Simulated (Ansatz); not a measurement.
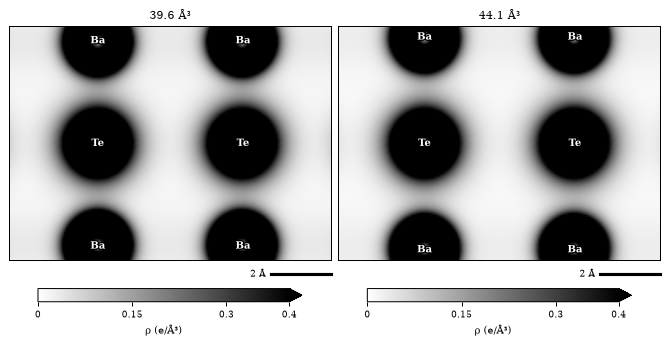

BaTe. The valence electron density of cells scaled evenly to different volumes (given per atom above each panel), on the (011̄) plane of each (indices in the axes of the cell below), at one length scale and on one colour scale.

Method: DFT PBE, scalar-relativistic, plane waves, PAW (Ansatz 0.2.0).

Core electrons are frozen (PAW), and the valence fields are smoothed inside the atomic spheres.

The largest cell:

```xyz
2
Lattice="0.0000 3.5323 3.5323 3.5323 0.0000 3.5323 3.5323 3.5323 0.0000" Properties=species:S:1:pos:R:3 pbc="T T T"
Ba    0.0000    0.0000    0.0000
Te    3.5323    3.5323    3.5323
```

| volume (Å³/atom) | Ba–Te contact in the plane (Å) | ρ at its midpoint (e/Å³) | pressure (GPa) | gap on the mesh (eV) | 
| --- | --- | --- | --- | --- |
| 39.65 | 3.410 | 0.151 | 3.8 | 1.43 | 
| 42.75 | 3.497 | ? | ? | ? | 
| 44.07 | 3.532 | 0.126 | 0.0 | 1.66 | 

### What values belong in the row with question marks?

Over the known rows ln ρ falls by 1.48 per Å of Ba–Te distance (the line through the two), which gives 0.133 e/Å³ at 3.497 Å; the calculation gives 0.133 e/Å³. For the pressure, a straight line in volume between the neighbouring rows gives 1.1 GPa; the calculation gives 0.9. For the gap on the mesh, a straight line in volume between the neighbouring rows gives 1.59 eV; the calculation gives 1.60.
